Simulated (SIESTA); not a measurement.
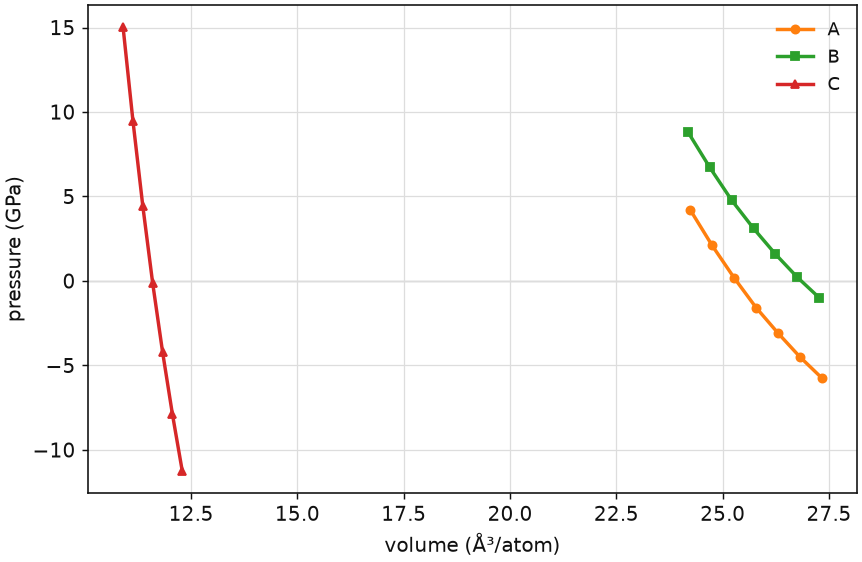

The figure shows the pressure against volume, with one curve for each compound, for SnSe₂, Ti₂O and ZrSe₂ (all in space group P-3m1 (No. 164)). The labels are replaced by letters.

Computed with SIESTA 5.4.2: DFT in numerical atomic orbitals with pseudopotentials, no spin polarisation; energies at scaled volumes of the given cell, shape and fractions fixed, counted from the fit's minimum, third-order Birch-Murnaghan fit. Level: LDA.

occupations Fermi–Dirac; smearing width 0.05 eV; potentials PseudoDojo 0.4 standard, converted to PSML, two zetas on semicore shells.

Which letter stands for which compound?

Answer. A: ZrSe2; B: SnSe2; C: Ti2O.

Limits of the calculation: mulliken charges of long orbitals; shape and atomic fractions are frozen while scaling, which makes layered, chain and framework solids too stiff.
